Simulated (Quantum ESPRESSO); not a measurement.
# NaCl (Fm-3m): phonons by linear response, part 3 of 4

How does NaCl (Fm-3m) vibrate, and is this structure a minimum?

Quantum ESPRESSO 7.5; DFT LDA, scalar-relativistic, plane waves, PseudoDojo norm-conserving pseudopotentials.

So far, highest frequency (cm⁻¹): step 7 (interpolated phonon bands) 270.

The database entry behind the starting cell differs from later determinations by our own check (an axis about 0.4 % short against later determinations), so it need not match the best structure at ambient conditions.

### Step 10. Sum rules set otherwise: a sum rule for molecules or wires on a crystal

This rule also removes rotations, which suits wires and not a crystal; it is tried to see the harm.

File dynmat.in:

```
 &input
    fildyn='x.dyn1',
    asr='one-dim',
    fileig='dynmat.eig',
    lperm=.true.,
 /
```

Command:

```sh
> dynmat.x -in dynmat.in > dynmat.out
```

Log:

```text
[banner, memory and clock lines left out]
Program DYNMAT v.7.5

     Reading Dynamical Matrix from file x.dyn1
     ...Force constants read
     ...epsilon and Z* read
asr rotation axis in 1D system=    3
     Acoustic Sum Rule: || Z*(ASR) - Z*(orig)|| =    1.518288E+00
     Acoustic Sum Rule: ||dyn(ASR) - dyn(orig)||=    7.502760E-02
     A direction for q was not specified:TO-LO splitting will be absent

     Polarizability (A^3 units)
     multiply by 0.641371 for Clausius-Mossotti correction
         5.449572   -0.000000   -0.000000
        -0.000000    5.449572   -0.000000
        -0.000000   -0.000000    5.449572

     IR activities are in (D/A)^2/amu units

# mode   [cm-1]    [THz]      IR
    1     -0.00   -0.0000    0.0000
    2     -0.00   -0.0000    0.0000
    3      0.00    0.0000    0.0000
    4      0.00    0.0000    0.0000
    5    188.52    5.6518    1.9068
    6    188.52    5.6518    1.9068

Electronic dielectric permittivity tensor (relative, adimensional)
         2.677478   -0.000000   -0.000000
        -0.000000    2.677478   -0.000000
        -0.000000   -0.000000    2.677478

 ... with zone-center polar mode contributions
         4.078953   -1.401475    0.000000
        -1.401475    4.078953   -0.000000
         0.000000   -0.000000    5.480428
```

Elapsed: 0.47 s, on 1 thread of Arm Neoverse V2, shared host.

The run ended normally, but on settings that are not sound.

The fault: a sum rule for molecules or wires on a crystal; 1 optical mode is projected out to zero frequency, as if it were a rotation, and the static dielectric tensor is spoilt.

For a crystal the rule has to be 'simple' or 'crystal'.

Zone-centre frequencies as printed; negative means imaginary. Modes:

| mode | frequency (cm⁻¹) |
| --- | --- |
| 1 | 0 |
| 2 | 0 |
| 3 | 0 |
| 4 | 0 |
| 5 | 188.5 |
| 6 | 188.5 |

### Step 11. Sum rules set otherwise (asr crystal)

The rule can be imposed in more than one way; the choices should agree where the raw error is small.

File dynmat.in:

```
 &input
    fildyn='x.dyn1',
    asr='crystal',
    fileig='dynmat.eig',
    lperm=.true.,
 /
```

Command:

```sh
> dynmat.x -in dynmat.in > dynmat.out
```

Log:

```text
[banner, memory and clock lines left out]
Program DYNMAT v.7.5

     Reading Dynamical Matrix from file x.dyn1
     ...Force constants read
     ...epsilon and Z* read
     Acoustic Sum Rule: || Z*(ASR) - Z*(orig)|| =    5.451183E-04
     Acoustic Sum Rule: ||dyn(ASR) - dyn(orig)||=    9.263641E-05
     A direction for q was not specified:TO-LO splitting will be absent

     Polarizability (A^3 units)
     multiply by 0.641371 for Clausius-Mossotti correction
         5.449572   -0.000000   -0.000000
        -0.000000    5.449572   -0.000000
        -0.000000   -0.000000    5.449572

     IR activities are in (D/A)^2/amu units

# mode   [cm-1]    [THz]      IR
    1     -0.00   -0.0000    0.0000
    2     -0.00   -0.0000    0.0000
    3      0.00    0.0000    0.0000
    4    188.52    5.6518    1.9068
    5    188.52    5.6518    1.9068
    6    188.52    5.6518    1.9068

Electronic dielectric permittivity tensor (relative, adimensional)
         2.677478   -0.000000   -0.000000
        -0.000000    2.677478   -0.000000
        -0.000000   -0.000000    2.677478

 ... with zone-center polar mode contributions
         5.480428    0.000000   -0.000000
         0.000000    5.480428   -0.000000
        -0.000000   -0.000000    5.480428
```

It took 0.47 s on 1 thread.

Read from the output:

* mean static dielectric constant: 5.480

Zone-centre frequencies as printed; negative means imaginary. Modes:

| mode | frequency (cm⁻¹) |
| --- | --- |
| 1 | 0 |
| 2 | 0 |
| 3 | 0 |
| 4 | 188.5 |
| 5 | 188.5 |
| 6 | 188.5 |

Against the first rule no mode moves by more than 0.1 cm⁻¹.

### Step 12. Modes along a direction of q (1 0 0)

A longitudinal polar mode sets up a macroscopic field that stiffens it; the term hangs on the direction from which q goes to zero.

File dynmat.in:

```
 &input
    fildyn='x.dyn1',
    asr='simple',
    fileig='dynmat.eig',
    q(1)=1.0,
    q(2)=0.0,
    q(3)=0.0,
 /
```

Command:

```sh
> dynmat.x -in dynmat.in > dynmat.out
```

Log:

```text
[banner, memory and clock lines left out]
Program DYNMAT v.7.5

     Reading Dynamical Matrix from file x.dyn1
     ...Force constants read
     ...epsilon and Z* read

     Polarizability (A^3 units)
     multiply by 0.641371 for Clausius-Mossotti correction
         5.449572   -0.000000   -0.000000
        -0.000000    5.449572   -0.000000
        -0.000000   -0.000000    5.449572

     IR activities are in (D/A)^2/amu units

# mode   [cm-1]    [THz]      IR
    1     -0.00   -0.0000    0.0000
    2     -0.00   -0.0000    0.0000
    3     -0.00   -0.0000    0.0000
    4    188.49    5.6507    1.9068
    5    188.49    5.6507    1.9068
    6    269.69    8.0851    1.9068
```

It took 0.47 s on 1 thread.

Read from the output:

```
highest mode moved by the LO-TO term : 269.7 cm⁻¹
```

Zone-centre frequencies as printed; negative means imaginary. Modes:

| mode | frequency (cm⁻¹) |
| --- | --- |
| 1 | 0 |
| 2 | 0 |
| 3 | 0 |
| 4 | 188.5 |
| 5 | 188.5 |
| 6 | 269.7 |

The field moves one mode, from 188 to 270 cm⁻¹; the others stay.

### Step 13. The dispersion under another sum rule (asr no)

The sum rule corrects the force constants themselves, so it can shift branches at any wavevector, low ones most.

File matdyn.in:

```
 &input
    asr='no',
    flfrc='x.fc',
    flfrq='x.freq',
    flvec='x.modes',
    q_in_band_form=.true.,
    q_in_cryst_coord=.true.,
 /
8
  0.0000000   0.0000000   0.0000000   8  ! GAMMA
  0.0000000   0.5000000   0.5000000   8  ! X
 -0.0000000   0.6250000   0.3750000   1  ! U
 -0.3750000   0.3750000   0.0000000   8  ! K
  0.0000000   0.0000000   0.0000000   8  ! GAMMA
  0.0000000   0.5000000   0.0000000   8  ! L
 -0.2500000   0.5000000   0.2500000   8  ! W
  0.0000000   0.5000000   0.5000000   1  ! X
```

Command:

```sh
> matdyn.x -in matdyn.in > matdyn.out
```

Log:

```text
[banner, memory and clock lines left out]
Program MATDYN v.7.5

 mass for atomic type   1 not given; uses mass from file x.fc
 mass for atomic type   2 not given; uses mass from file x.fc
```

Wall time 0.5 s (1 thread).

This step gave:

| Item | Value |
| --- | --- |
| lowest frequency on the path | 3.625 cm⁻¹ |

Matdyn.x, sum rule no. Phonon branches along the path, in cm⁻¹:

| point | branch 1 | branch 2 | branch 3 | branch 4 | branch 5 | branch 6 |
| --- | --- | --- | --- | --- | --- | --- |
| Γ | 4 | 4 | 4 | 188 | 188 | 270 |
| X | 82 | 82 | 136 | 198 | 198 | 210 |
| U | 103 | 126 | 134 | 183 | 198 | 206 |
| jump to K | 103 | 126 | 134 | 183 | 198 | 206 |
| Γ | 4 | 4 | 4 | 188 | 188 | 270 |
| L | 129 | 129 | 153 | 153 | 182 | 229 |
| W | 115 | 115 | 148 | 171 | 204 | 204 |
| X | 82 | 82 | 136 | 198 | 198 | 210 |

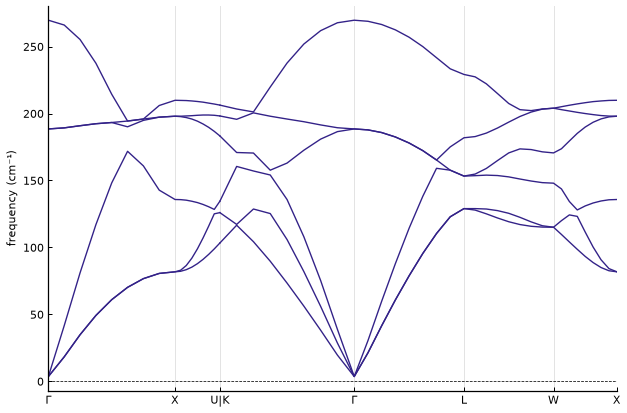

Phonon branches along the path.

At the labelled points the branches move by no more than 3.7 cm⁻¹.

### Step 14. Self-consistent run for the response, volume × 0.97

Bonds stiffen under compression, so frequencies follow the volume; the atoms are not relaxed anew.

File scf.in:

```
 &control
    calculation='scf',
    prefix='x',
    outdir='./tmp',
    pseudo_dir='./pseudo',
    tprnfor=.true.,
    tstress=.true.,
 /
 &system
    ibrav=0,
    nat=2,
    ntyp=2,
    ecutwfc=97.0,
    occupations='fixed',
    nbnd=10,
 /
 &electrons
    conv_thr=1.0d-12,
    mixing_beta=0.7,
    electron_maxstep=100,
 /
ATOMIC_SPECIES
 Na     22.9898  Na.upf
 Cl     35.4500  Cl.upf
CELL_PARAMETERS angstrom
    -2.705322341    0.000000000    2.705322341
     0.000000000    2.705322341    2.705322341
    -2.705322341    2.705322341    0.000000000
ATOMIC_POSITIONS crystal
 Na     0.000000000   0.000000000   0.000000000
 Cl     0.500000000   0.500000000   0.500000000
K_POINTS automatic
 8 8 8 0 0 0
```

Command:

```sh
> OMP_NUM_THREADS=1 mpirun -n 4 pw.x -nk 4 -in scf.in > scf.out
```

Log:

```text
[banners, grids, parts of the stress and lines that vanish by symmetry left out]
[banner, memory and clock lines left out]
Program PWSCF v.7.5

[...]
kinetic-energy cutoff     =      97.0000  Ry
     charge density cutoff     =     388.0000  Ry
     scf convergence threshold =      1.0E-12
[...]
Exchange-correlation= SLA  PW   NOGX NOGC
                           (   1   4   0   0   0   0   0)
[...]
48 Sym. Ops., with inversion, found
[...]
number of k points=    29
[...]
End of self-consistent calculation
[...]
highest occupied, lowest unoccupied level (ev):     1.8451    7.0518
!    total energy              =    -124.29717207 Ry
[...]
convergence has been achieved in  10 iterations
[...]
atom    1 type  1   force =     0.00000000    0.00000000    0.00000000
     atom    2 type  2   force =    -0.00000000   -0.00000000   -0.00000000
     Total force =     0.000000     Total SCF correction =     0.000000
[...]
total   stress  (Ry/bohr**3)                   (kbar)     P=       10.50
[...]
XML data file, charge density, pseudopotentials, collected wavefunctions
```

Wall time 6.6 s (4 MPI ranks); 26 s of CPU time.

This step gave:

```
volume per atom   : 19.80 Å³
pressure          : 1.05 GPa
gap on the k-mesh : 5.207 eV
```

### Step 15. Zone-centre response, volume × 0.97

File ph.in:

```
phonons
 &inputph
    prefix='x',
    outdir='./tmp',
    fildyn='s.dyn',
    tr2_ph=1.0d-18,
    epsil=.true.,
 /
0.000000000000 0.000000000000 0.000000000000
```

Command:

```sh
> OMP_NUM_THREADS=1 mpirun -n 4 ph.x -nk 4 -in ph.in > ph.out
```

Log:

```text
[banners, grids, parts of the stress and lines that vanish by symmetry left out]
[banner, memory and clock lines left out]
Program PHONON v.7.5

     ./tmp/x.save/

     IMPORTANT: XC functional enforced from input :
     Exchange-correlation= PW
                           (   1   4   0   0   0   0   0)
     Any further DFT definition will be discarded
     Please, verify this is what you really want

     G-vector sticks info

     Reading collected, re-writing distributed wavefunctions in ./tmp/

     Number and degeneracy of irreps per q-point
       N         xq(1)         xq(2)         xq(3)   N irreps
       1   0.000000000   0.000000000   0.000000000       2
        3   3

     Calculation of q =    0.0000000   0.0000000   0.0000000

     phonons

     bravais-lattice index     =            0
     lattice parameter (alat)  =       7.2299  a.u.
     unit-cell volume          =     267.2290 (a.u.)^3
     number of atoms/cell      =            2
     number of atomic types    =            2
     kinetic-energy cut-off    =      97.0000  Ry
     charge density cut-off    =     388.0000  Ry
     convergence threshold     =      1.0E-18
     beta                      =       0.7000
     number of iterations used =            4
     Exchange-correlation= PW
                           (   1   4   0   0   0   0   0)

     celldm(1)=    7.22991  celldm(2)=    0.00000  celldm(3)=    0.00000
     celldm(4)=    0.00000  celldm(5)=    0.00000  celldm(6)=    0.00000

     crystal axes: (cart. coord. in units of alat)
               a(1) = ( -0.7071  0.0000  0.7071 )
               a(2) = (  0.0000  0.7071  0.7071 )
               a(3) = ( -0.7071  0.7071  0.0000 )

     reciprocal axes: (cart. coord. in units 2 pi/alat)
               b(1) = ( -0.7071 -0.7071  0.7071 )
               b(2) = (  0.7071  0.7071  0.7071 )
               b(3) = ( -0.7071  0.7071 -0.7071 )

     Atoms inside the unit cell:

     Cartesian axes

     site n.  atom      mass           positions (alat units)
        1  Na     22.9898   tau(    1) = (    0.00000    0.00000    0.00000  )
        2  Cl     35.4500   tau(    2) = (   -0.70711    0.70711    0.70711  )

     Computing dynamical matrix for
                    q = (   0.0000000   0.0000000   0.0000000 )

     49 Sym.Ops. (with q -> -q+G )

     G cutoff =  513.7333  (  34429 G-vectors)     FFT grid: ( 45, 45, 45)
     number of k points=    29
                       cart. coord. in units 2pi/alat
        k(    1) = (   0.0000000   0.0000000   0.0000000), wk =   0.0039062
        k(    2) = (  -0.0883883   0.0883883  -0.0883883), wk =   0.0312500
        k(    3) = (  -0.1767767   0.1767767  -0.1767767), wk =   0.0312500
        [... further k-points left out ...]

     PseudoPot. # 1 for Na read from file:
     ./pseudo/Na.upf
     Pseudo is Norm-conserving, Zval =  9.0
     Using radial grid of 1968 points,  4 beta functions with:
                l(1) =   0
                l(2) =   0
                l(3) =   1
                l(4) =   1

     PseudoPot. # 2 for Cl read from file:
     ./pseudo/Cl.upf
     Pseudo is Norm-conserving + core correction, Zval =  7.0
     Using radial grid of 1016 points,  6 beta functions with:
                l(1) =   0
                l(2) =   0
                l(3) =   1
                l(4) =   1
                l(5) =   2
                l(6) =   2

     Mode symmetry, O_h (m-3m)  point group:

     Electric field:
     Dielectric constant
     Born effective charges as d Force / d E

     Atomic displacements:
     There are    2 irreducible representations

     Representation     1      3 modes -  To be done

     Representation     2      3 modes -  To be done

     Alpha used in Ewald sum =   2.8000

     Electric Fields Calculation

      iter #   1   av.it.:   6.2
      thresh= 1.000E-02 alpha_mix =  0.700 |ddv_scf|^2 =  9.768E-08

      iter #   2   av.it.:  12.1
      thresh= 3.125E-05 alpha_mix =  0.700 |ddv_scf|^2 =  1.433E-08

      iter #   3   av.it.:  11.7
      thresh= 1.197E-05 alpha_mix =  0.700 |ddv_scf|^2 =  6.216E-11

      iter #   4   av.it.:  12.0
      thresh= 7.884E-07 alpha_mix =  0.700 |ddv_scf|^2 =  6.202E-13

      iter #   5   av.it.:  11.9
      thresh= 7.875E-08 alpha_mix =  0.700 |ddv_scf|^2 =  3.689E-15

      iter #   6   av.it.:  12.1
      thresh= 6.074E-09 alpha_mix =  0.700 |ddv_scf|^2 =  1.329E-17

      iter #   7   av.it.:  13.0
      thresh= 3.646E-10 alpha_mix =  0.700 |ddv_scf|^2 =  4.088E-20

     End of electric fields calculation

          Dielectric constant in cartesian axis

          (       2.704933104      -0.000000000       0.000000000 )
          (       0.000000000       2.704933104       0.000000000 )
          (      -0.000000000      -0.000000000       2.704933104 )

          Effective charges (d Force / dE) in cartesian axis without acoustic sum rule applied (asr)

           atom    1  Na    Mean Z*:        1.06354
      Ex  (        1.06354       -0.00000        0.00000 )
      Ey  (       -0.00000        1.06354       -0.00000 )
      Ez  (       -0.00000       -0.00000        1.06354 )
           atom    2  Cl    Mean Z*:       -1.06399
      Ex  (       -1.06399       -0.00000       -0.00000 )
      Ey  (        0.00000       -1.06399        0.00000 )
      Ez  (       -0.00000        0.00000       -1.06399 )

          Effective charges Sum: Mean:       -0.00045
             -0.00045        0.00000       -0.00000
             -0.00000       -0.00045        0.00000
             -0.00000        0.00000       -0.00045

          Effective charges (d Force / dE) in cartesian axis with asr applied:
           atom    1  Na    Mean Z*:        1.06376
      E*x (        1.06376        0.00000        0.00000 )
      E*y (       -0.00000        1.06376       -0.00000 )
      E*z (        0.00000       -0.00000        1.06376 )
           atom    2  Cl    Mean Z*:       -1.06376
      E*x (       -1.06376       -0.00000       -0.00000 )
      E*y (        0.00000       -1.06376        0.00000 )
      E*z (       -0.00000        0.00000       -1.06376 )

     Representation #   1 modes #   1   2   3

     Self-consistent Calculation

      iter #   1   av.it.:   6.0
      thresh= 1.000E-02 alpha_mix =  0.700 |ddv_scf|^2 =  2.270E-07

      iter #   2   av.it.:  12.6
      thresh= 4.765E-05 alpha_mix =  0.700 |ddv_scf|^2 =  2.712E-08

      iter #   3   av.it.:  12.0
      thresh= 1.647E-05 alpha_mix =  0.700 |ddv_scf|^2 =  3.006E-10

      iter #   4   av.it.:  12.0
      thresh= 1.734E-06 alpha_mix =  0.700 |ddv_scf|^2 =  9.617E-13

      iter #   5   av.it.:  12.7
      thresh= 9.807E-08 alpha_mix =  0.700 |ddv_scf|^2 =  1.348E-14

      iter #   6   av.it.:  12.5
      thresh= 1.161E-08 alpha_mix =  0.700 |ddv_scf|^2 =  2.670E-17

      iter #   7   av.it.:  13.0
      thresh= 5.167E-10 alpha_mix =  0.700 |ddv_scf|^2 =  3.625E-19

     End of self-consistent calculation

     Convergence has been achieved

     Representation #   2 modes #   4   5   6

     Self-consistent Calculation

      iter #   1   av.it.:   7.7
      thresh= 1.000E-02 alpha_mix =  0.700 |ddv_scf|^2 =  1.098E-06

      iter #   2   av.it.:  12.7
      thresh= 1.048E-04 alpha_mix =  0.700 |ddv_scf|^2 =  1.175E-08

      iter #   3   av.it.:  12.9
      thresh= 1.084E-05 alpha_mix =  0.700 |ddv_scf|^2 =  1.689E-09

      iter #   4   av.it.:  12.2
      thresh= 4.109E-06 alpha_mix =  0.700 |ddv_scf|^2 =  4.360E-12

      iter #   5   av.it.:  12.9
      thresh= 2.088E-07 alpha_mix =  0.700 |ddv_scf|^2 =  1.714E-14

      iter #   6   av.it.:  12.2
      thresh= 1.309E-08 alpha_mix =  0.700 |ddv_scf|^2 =  1.532E-16

      iter #   7   av.it.:  12.8
      thresh= 1.238E-09 alpha_mix =  0.700 |ddv_scf|^2 =  1.859E-18

      iter #   8   av.it.:  12.9
      thresh= 1.363E-10 alpha_mix =  0.700 |ddv_scf|^2 =  4.437E-21

     End of self-consistent calculation

     Convergence has been achieved

     Number of q in the star =    1
     List of q in the star:
          1   0.000000000   0.000000000   0.000000000

          Dielectric constant in cartesian axis

          (       2.704933104      -0.000000000       0.000000000 )
          (       0.000000000       2.704933104       0.000000000 )
          (      -0.000000000      -0.000000000       2.704933104 )

          Effective charges (d Force / dE) in cartesian axis without acoustic sum rule applied (asr)

           atom    1  Na    Mean Z*:        1.06354
      Ex  (        1.06354       -0.00000        0.00000 )
      Ey  (       -0.00000        1.06354       -0.00000 )
      Ez  (       -0.00000       -0.00000        1.06354 )
           atom    2  Cl    Mean Z*:       -1.06399
      Ex  (       -1.06399       -0.00000       -0.00000 )
      Ey  (        0.00000       -1.06399        0.00000 )
      Ez  (       -0.00000        0.00000       -1.06399 )

          Effective charges Sum: Mean:       -0.00045
             -0.00045        0.00000       -0.00000
             -0.00000       -0.00045        0.00000
             -0.00000        0.00000       -0.00045

          Effective charges (d Force / dE) in cartesian axis with asr applied:
           atom    1  Na    Mean Z*:        1.06376
      E*x (        1.06376        0.00000        0.00000 )
      E*y (       -0.00000        1.06376       -0.00000 )
      E*z (        0.00000       -0.00000        1.06376 )
           atom    2  Cl    Mean Z*:       -1.06376
      E*x (       -1.06376       -0.00000       -0.00000 )
      E*y (        0.00000       -1.06376        0.00000 )
      E*z (       -0.00000        0.00000       -1.06376 )

     Diagonalizing the dynamical matrix

     q = (    0.000000000   0.000000000   0.000000000 )

 **************************************************************************
     freq (    1) =       0.112287 [THz] =       3.745487 [cm-1]
     freq (    2) =       0.112287 [THz] =       3.745487 [cm-1]
     freq (    3) =       0.112287 [THz] =       3.745487 [cm-1]
     freq (    4) =       6.070036 [THz] =     202.474598 [cm-1]
     freq (    5) =       6.070036 [THz] =     202.474598 [cm-1]
     freq (    6) =       6.070036 [THz] =     202.474598 [cm-1]
 **************************************************************************

     Mode symmetry, O_h (m-3m)  point group:

     freq (   1-   3) =          3.7  [cm-1]   --> T_1u G_15  G_4- I
     freq (   4-   6) =        202.5  [cm-1]   --> T_1u G_15  G_4- I
```

Wall time 1.9 min (4 MPI ranks); 7.6 min of CPU time.

Numbers from this step:

```
miss of the charge sum rule                                       : 4.50e-4 e
largest acoustic frequency at the zone centre before the sum rule : 3.75 cm⁻¹
highest optical zone-centre mode (no LO-TO term)                  : 202.5 cm⁻¹
lowest optical zone-centre mode                                   : 202.5 cm⁻¹
mean high-frequency dielectric constant                           : 2.705
largest Born charge in size (third of the trace)                  : 1.064 e
```

Born charge (rows field, columns displacement), before the sum rule (e), principal values of the symmetric part by kind of site:

| atom | atoms with these values | low | middle | high | mean |
| --- | --- | --- | --- | --- | --- |
| Na1 | 1 | 1.06 | 1.06 | 1.06 | 1.06 |
| Cl2 | 1 | -1.06 | -1.06 | -1.06 | -1.06 |

In full for Na1:

```
1.06 0.00 0.00
0.00 1.06 0.00
0.00 0.00 1.06
```

High-frequency dielectric tensor:

```
2.70 0.00 0.00
0.00 2.70 0.00
0.00 0.00 2.70
```

The highest optical mode without the LO-TO term lies at 202.5 cm⁻¹.

[end of part 3 of 4]

[Host names and launcher messages were left out of these logs when they were recorded.]

[Logs are printed without paths, hosts, clocks, repeated set-up lines and the standing remarks that a program may print on its own settings, such as how far it seeks lower states.]

[Hosts, paths, dates, database ids (printed as entryN), source tags and the programs' standing remarks are cut or masked in the printed files.]
